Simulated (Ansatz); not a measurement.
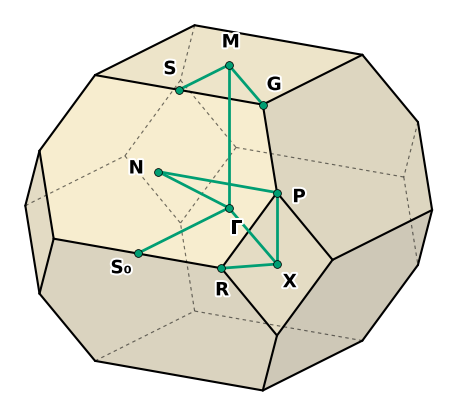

Crystal: Si, coordinates from a relaxation with DFT r2SCAN, scalar-relativistic, plane waves, PAW (Ansatz 0.2.0); the starting structure was generated, so it need not be a known form of this composition. The figure shows the first Brillouin zone with its special points and a band path. The drawing is computed from the coordinates (standard cell, symmetry found to 0.002 Å).

Labels and path follow the convention of Hinuma et al. (2017), as computed by seekpath.

Which Bravais lattice has this zone?

Answer. A body-centred tetragonal lattice (tI; extended symbol tI2). The zone is a truncated octahedron in its combinatorial type: 14 faces (6 with 4 edges, 8 with 6 edges), 36 edges, 24 vertices.

Write the standard path through the labelled points.

Answer. Γ–X–P–N–Γ–M–S | S₀–Γ | X–R | G–M
